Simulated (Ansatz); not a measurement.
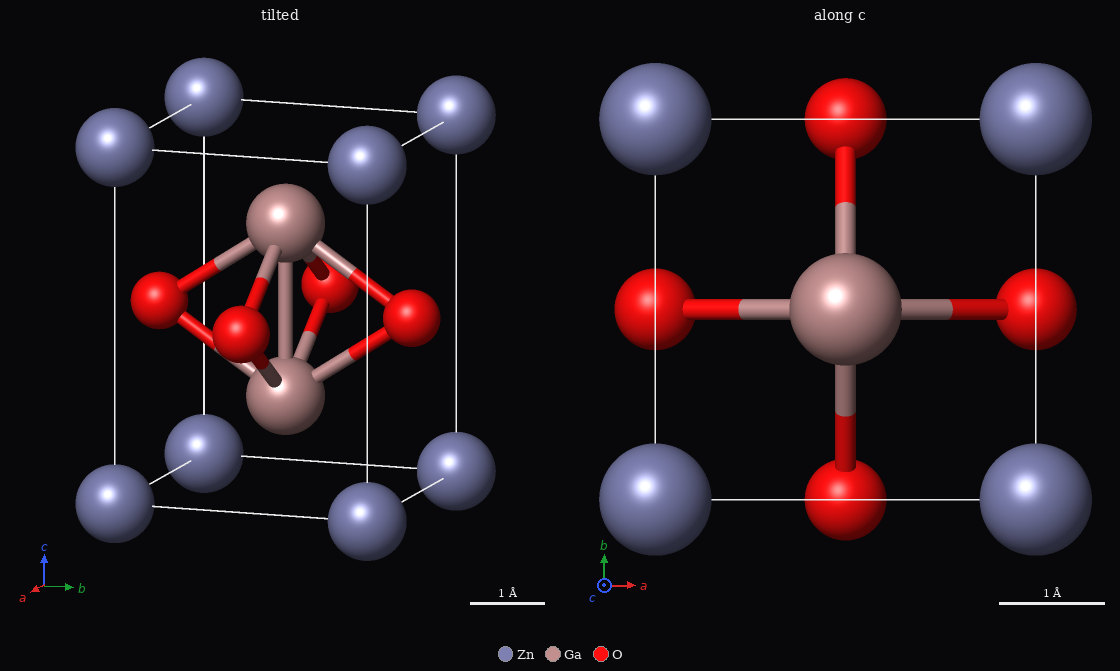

Structure drawing (ball-and-stick), viewed slightly off an axis and along the c axis. The parallelepiped is the conventional unit cell. Cell: a = 3.64 Å, b = 3.64 Å, c = 4.95 Å, α = 90.00°, β = 90.00°, γ = 90.00°.

Starting structure: a structure type filled with these elements by a generator (whether the compound takes this form wasn't checked). Earlier steps of the study may have refined or changed the cell and positions. It was run through Ansatz as a DFT input.

> Give a description of the structure.

Formula: ZnGa2O2. The symmetry is that of P4/mmm (No. 123), on a primitive tetragonal lattice. It has 5 atoms to the cell (1 Zn, 2 Ga, 2 O). Coordination numbers (contacts within bonding distance): Ga 6 and O 4.

The calculation used Ansatz 0.2.0, DFT PBE, scalar-relativistic, plane waves, PAW, with plane-wave cutoff 420 eV, k-point mesh 10×10×8, Gaussian smearing of 0.1 eV, no spin polarisation.

> How large a gap does the method give, if there is one?

A metal: bands cross the Fermi level.

> How charged are the atoms, by the Bader scheme?

Zn +0.20 e; Ga +1.00 e; O -1.10 e.

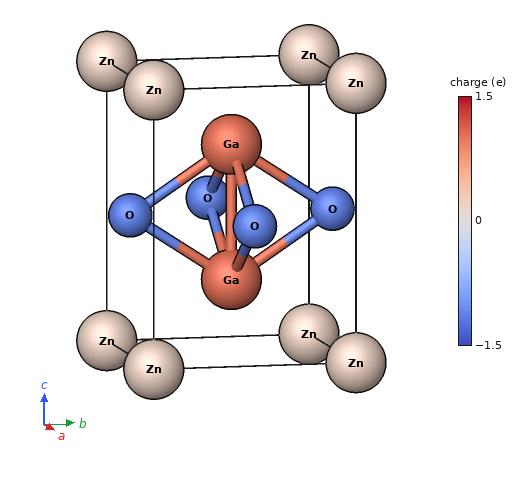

The atoms coloured by those charges. The run's cell of 5 atoms is drawn.

> Do the forces and the stress vanish for this geometry?

Yes. All forces vanish to within 0.01 eV/Å. The pressure is 0.0 GPa, close to zero.
